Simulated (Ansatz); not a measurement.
# Rhodium, fcc under r²SCAN: structure, energy and stiffness, part 2 of 2

The plan for rhodium in the fcc structure: relax it, solve it on a dense k-mesh, switch on spin-orbit coupling, then scale the cell to 7 volumes from 88 to 112 % of the relaxed one and try a fit of the equation of state. The k-meshes are 14×14×14 for the relaxation; 23×23×23 for the dense run; 14×14×14 for spin-orbit coupling; 23×23×23 for the volumes. The starting cell is the deposited one, from the Crystallography Open Database.

Ansatz 0.2.0; DFT, r2SCAN, plane waves (500 eV) with PAW, scalar-relativistic.

## (7) Volume × 0.96

input.yaml

```yaml
crystal:
  lattice:
    - [0.0, 1.8751174252, 1.8751174252]
    - [1.8751174252, 0.0, 1.8751174252]
    - [1.8751174252, 1.8751174252, 0.0]
  atoms:
    - { symbol: Rh, position: [0.0, 0.0, 0.0] }
hamiltonian:
  xc: r2scan
  pseudopotentials:
    kind: paw
    azcp:
      Rh: "pseudopotentials/Rh.paw.azcp"
basis:
  ecutwfc: 500
  fft_grid_basis: typed
kpoints:
  mp_grid: { grid: [23, 23, 23], shift: [0, 0, 0] }
magnetization:
  spin_polarized: false
scf:
  occupations: { method: fermi_dirac, width: 0.1 }
output:
  stress: true
```

What it wrote, cut to the lines that bear on the results:

```text
[...]
Pseudopotentials: kind: paw
Pseudopotential: Rh, paw, valence charge 17, recommended cutoff 500 eV (meta_gga), <dir>
Functional definition: r2SCAN
[...]
Crystal: 1 atoms, lattice volume = 13.186 Å³
Basis set: ecut = 500 eV, 331 PW (Γ), exchange–correlation on 80×80×80 points (64 copies of the dense FFT grid, shifted against one another)
Bands: 13, of which v1, the nominal top of the filled ones, is band 9 counted from 1 (8 counted from 0)
Symmetry: 48 space group operations
Space group: Fm-3m (ITA 225), of the structure as read, at distance tolerance 2.4e-5 Å
k-points: 364 of 12167
[...]
SCF iter   1: F=—  HF=-6415.260389 eV  |F-HF|=—  |Δ(HF+E_count)|=         —  Δρ=1.04e-2  dr2=4.05e-3  dr2_τ=1.14e-2  ethr=1.77e-3  ⟨swp⟩=5.3  Hψ=27000  notcnv=0
[...]
SCF iter   6: F=-6415.273085 eV  HF=-6415.273085 eV  |F-HF|=2.70e-9  |Δ(HF+E_count)|=   1.09e-6  Δρ=9.45e-6  dr2=2.93e-9  dr2_τ=4.98e-9  ethr=5.88e-10  ⟨swp⟩=3.0  Hψ=18683  notcnv=0
[...]
SCF converged after 6 iterations
Free energy (F): -6415.273085 eV
[...]
E sigma→0 (E₀):  -6415.253563 eV
Entropy (-TS):   -0.039043 eV (-39.043 meV/atom)
Fermi energy:    23.427467 eV
[...]
--- Stress (GPa, compression-positive) ---
       12.673551       0.000000      -0.000000
        0.000000      12.673551      -0.000000
        0.000000       0.000000      12.673551
  P = ⅓ Tr σ = 12.6736 GPa (126.736 kbar)
```

Wall time 7.2 s (1 thread of an x86-64 CPU, shared host); peak memory 0.59 GiB.

## (8) Volume × 1.0

Changes to input.yaml since step 7:

```diff
@@ -2,5 +2,5 @@
   lattice:
-    - [0.0, 1.8751174252, 1.8751174252]
-    - [1.8751174252, 0.0, 1.8751174252]
-    - [1.8751174252, 1.8751174252, 0.0]
+    - [0.0, 1.9008071576, 1.9008071576]
+    - [1.9008071576, 0.0, 1.9008071576]
+    - [1.9008071576, 1.9008071576, 0.0]
   atoms:
```

What it wrote, cut to the lines that bear on the results:

```text
[...]
[... 3 set-up lines as earlier in the session ...]
[...]
Crystal: 1 atoms, lattice volume = 13.735 Å³
Basis set: ecut = 500 eV, 339 PW (Γ), exchange–correlation on 80×80×80 points (64 copies of the dense FFT grid, shifted against one another)
Bands: 13, of which v1, the nominal top of the filled ones, is band 9 counted from 1 (8 counted from 0)
[... 2 set-up lines as earlier in the session ...]
k-points: 364 of 12167
[...]
SCF iter   1: F=—  HF=-6415.282509 eV  |F-HF|=—  |Δ(HF+E_count)|=         —  Δρ=1.02e-2  dr2=4.09e-3  dr2_τ=9.74e-3  ethr=1.77e-3  ⟨swp⟩=5.3  Hψ=26805  notcnv=0
[...]
SCF iter   6: F=-6415.293902 eV  HF=-6415.293902 eV  |F-HF|=2.48e-8  |Δ(HF+E_count)|=   3.77e-7  Δρ=1.29e-5  dr2=1.29e-8  dr2_τ=1.22e-9  ethr=5.88e-10  ⟨swp⟩=3.0  Hψ=17375  notcnv=0
[...]
SCF converged after 6 iterations
Free energy (F): -6415.293902 eV
[...]
E sigma→0 (E₀):  -6415.272885 eV
Entropy (-TS):   -0.042035 eV (-42.035 meV/atom)
Fermi energy:    22.227848 eV
[...]
--- Stress (GPa, compression-positive) ---
       -0.013964       0.000000       0.000000
        0.000000      -0.013964      -0.000000
       -0.000000       0.000000      -0.013964
  P = ⅓ Tr σ = -0.0140 GPa (-0.140 kbar)
```

It took 9.1 s on 1 thread of an x86-64 CPU, shared host; peak memory 0.6 GiB.

## (9) Volume × 1.04

Changes to input.yaml since step 8:

```diff
@@ -2,5 +2,5 @@
   lattice:
-    - [0.0, 1.9008071576, 1.9008071576]
-    - [1.9008071576, 0.0, 1.9008071576]
-    - [1.9008071576, 1.9008071576, 0.0]
+    - [0.0, 1.9258206466, 1.9258206466]
+    - [1.9258206466, 0.0, 1.9258206466]
+    - [1.9258206466, 1.9258206466, 0.0]
   atoms:
```

What it wrote, cut to the lines that bear on the results:

```text
[...]
[... 3 set-up lines as earlier in the session ...]
[...]
Crystal: 1 atoms, lattice volume = 14.285 Å³
Basis set: ecut = 500 eV, 339 PW (Γ), exchange–correlation on 80×80×80 points (64 copies of the dense FFT grid, shifted against one another)
Bands: 13, of which v1, the nominal top of the filled ones, is band 9 counted from 1 (8 counted from 0)
[... 2 set-up lines as earlier in the session ...]
k-points: 364 of 12167
[...]
SCF iter   1: F=—  HF=-6415.265661 eV  |F-HF|=—  |Δ(HF+E_count)|=         —  Δρ=1.00e-2  dr2=4.13e-3  dr2_τ=8.60e-3  ethr=1.77e-3  ⟨swp⟩=5.3  Hψ=26772  notcnv=0
[...]
SCF iter   6: F=-6415.276165 eV  HF=-6415.276165 eV  |F-HF|=8.48e-9  |Δ(HF+E_count)|=   8.80e-7  Δρ=1.09e-5  dr2=1.23e-8  dr2_τ=1.05e-9  ethr=5.88e-10  ⟨swp⟩=4.4  Hψ=16046  notcnv=0
[...]
SCF converged after 6 iterations
Free energy (F): -6415.276165 eV
[...]
E sigma→0 (E₀):  -6415.253590 eV
Entropy (-TS):   -0.045150 eV (-45.150 meV/atom)
Fermi energy:    21.121408 eV
[...]
--- Stress (GPa, compression-positive) ---
       -9.918979       0.000000       0.000000
       -0.000000      -9.918979       0.000000
        0.000000      -0.000000      -9.918979
  P = ⅓ Tr σ = -9.9190 GPa (-99.190 kbar)
```

It took 13 s on 1 thread of an x86-64 CPU, shared host; peak memory 0.59 GiB.

## (10) Volume × 1.08

Changes to input.yaml since step 9:

```diff
@@ -2,5 +2,5 @@
   lattice:
-    - [0.0, 1.9258206466, 1.9258206466]
-    - [1.9258206466, 0.0, 1.9258206466]
-    - [1.9258206466, 1.9258206466, 0.0]
+    - [0.0, 1.9502007113, 1.9502007113]
+    - [1.9502007113, 0.0, 1.9502007113]
+    - [1.9502007113, 1.9502007113, 0.0]
   atoms:
```

What it wrote, cut to the lines that bear on the results:

```text
[...]
[... 3 set-up lines as earlier in the session ...]
[...]
Crystal: 1 atoms, lattice volume = 14.834 Å³
Basis set: ecut = 500 eV, 339 PW (Γ), exchange–correlation on 96×96×96 points (64 copies of the dense FFT grid, shifted against one another)
Bands: 13, of which v1, the nominal top of the filled ones, is band 9 counted from 1 (8 counted from 0)
[... 1 set-up line as earlier in the session ...]
Space group: Fm-3m (ITA 225), of the structure as read, at distance tolerance 2.5e-5 Å
k-points: 364 of 12167
[...]
SCF iter   1: F=—  HF=-6415.218583 eV  |F-HF|=—  |Δ(HF+E_count)|=         —  Δρ=1.00e-2  dr2=4.29e-3  dr2_τ=7.82e-3  ethr=1.77e-3  ⟨swp⟩=5.2  Hψ=26675  notcnv=0
[...]
SCF iter   6: F=-6415.228392 eV  HF=-6415.228392 eV  |F-HF|=8.06e-9  |Δ(HF+E_count)|=   9.28e-7  Δρ=1.91e-5  dr2=3.40e-8  dr2_τ=1.45e-8  ethr=5.88e-10  ⟨swp⟩=3.0  Hψ=19079  notcnv=0
[...]
SCF converged after 6 iterations
Free energy (F): -6415.228392 eV
[...]
E sigma→0 (E₀):  -6415.204203 eV
Entropy (-TS):   -0.048377 eV (-48.377 meV/atom)
Fermi energy:    20.097877 eV
[...]
--- Stress (GPa, compression-positive) ---
      -17.616599       0.000000      -0.000000
        0.000000     -17.616599       0.000000
        0.000000       0.000000     -17.616599
  P = ⅓ Tr σ = -17.6166 GPa (-176.166 kbar)
```

Run time: 10 s. Hardware: 1 thread of an x86-64 CPU, shared host; peak memory 0.63 GiB.

## (11) Volume × 1.12

Changes to input.yaml since step 10:

```diff
@@ -2,5 +2,5 @@
   lattice:
-    - [0.0, 1.9502007113, 1.9502007113]
-    - [1.9502007113, 0.0, 1.9502007113]
-    - [1.9502007113, 1.9502007113, 0.0]
+    - [0.0, 1.9739859909, 1.9739859909]
+    - [1.9739859909, 0.0, 1.9739859909]
+    - [1.9739859909, 1.9739859909, 0.0]
   atoms:
```

What it wrote, cut to the lines that bear on the results:

```text
[...]
[... 3 set-up lines as earlier in the session ...]
[...]
Crystal: 1 atoms, lattice volume = 15.384 Å³
Basis set: ecut = 500 eV, 387 PW (Γ), exchange–correlation on 96×96×96 points (64 copies of the dense FFT grid, shifted against one another)
Bands: 13, of which v1, the nominal top of the filled ones, is band 9 counted from 1 (8 counted from 0)
[... 2 set-up lines as earlier in the session ...]
k-points: 364 of 12167
[...]
SCF iter   1: F=—  HF=-6415.147919 eV  |F-HF|=—  |Δ(HF+E_count)|=         —  Δρ=1.01e-2  dr2=4.49e-3  dr2_τ=7.27e-3  ethr=1.77e-3  ⟨swp⟩=5.3  Hψ=26580  notcnv=0
[...]
SCF iter   6: F=-6415.157340 eV  HF=-6415.157340 eV  |F-HF|=1.05e-8  |Δ(HF+E_count)|=   8.87e-7  Δρ=1.72e-5  dr2=1.46e-8  dr2_τ=1.39e-8  ethr=5.88e-10  ⟨swp⟩=4.4  Hψ=16137  notcnv=0
[...]
SCF converged after 6 iterations
Free energy (F): -6415.157340 eV
[...]
E sigma→0 (E₀):  -6415.131488 eV
Entropy (-TS):   -0.051703 eV (-51.703 meV/atom)
Fermi energy:    19.149219 eV
[...]
--- Stress (GPa, compression-positive) ---
      -23.560196       0.000000       0.000000
       -0.000000     -23.560196       0.000000
       -0.000000      -0.000000     -23.560196
  P = ⅓ Tr σ = -23.5602 GPa (-235.602 kbar)
```

Run time: 11 s. Hardware: 1 thread of an x86-64 CPU, shared host; peak memory 0.62 GiB.

## (12) The equation of state

All volumes keep the relaxed shape and fractional coordinates.

```tsv
V (Å³/atom)	E − E₀ (meV/atom)	P from the stress (GPa)	P from the fit (GPa)
12.087	219.7	49.58	49.28
12.637	88.0	28.88	28.46
13.186	19.3	12.67	12.23
13.735	0.0	-0.01	-0.45
14.285	19.3	-9.92	-10.36
14.834	68.7	-17.62	-18.09
15.384	141.4	-23.56	-24.11
```

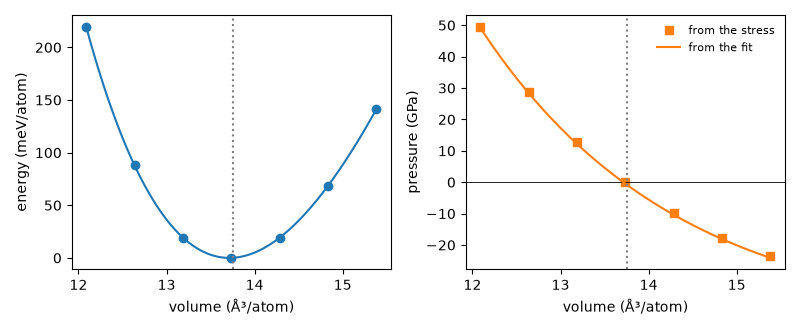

Energy and pressure against volume; the lines are the Birch-Murnaghan fit; the dotted line marks the deposited volume.

Fit (Birch-Murnaghan, third order): V₀ = 13.713 Å³/atom, B₀ = 282 GPa, B₀′ = 5.2, largest residual 0.06 meV/atom.

Fit and stress differ a little: one follows E(σ → 0), the other the smeared free energy.

## (13) What came out

What follows sums up all 2 parts.

| quantity | value |
| --- | --- |
| space group (spins left aside) | Fm-3m (No. 225) |
| conventional cell | a = 3.802 Å |
| volume | 13.735 Å³/atom |
| shortest distance | 2.688 Å |
| against the deposited volume | -0.1 % (13.752 Å³/atom) |
| gap on the mesh | none (levels filled in part) |
| V₀, B₀, B₀′ | 13.713 Å³/atom, 282 GPa, 5.2 |

The volume comes out 0.1 % smaller than measured. Zero-point motion and thermal expansion are left out, so the match is not as exact as it looks. Levels at the Fermi energy are filled in part, as in a metal. The total energy of the spin-orbit run lies +6.9 eV/atom from the scalar one, but the two kinds of run don't share a zero of energy: only differences within one kind count. B₀ comes out at 282 GPa, among the stiffest elements.
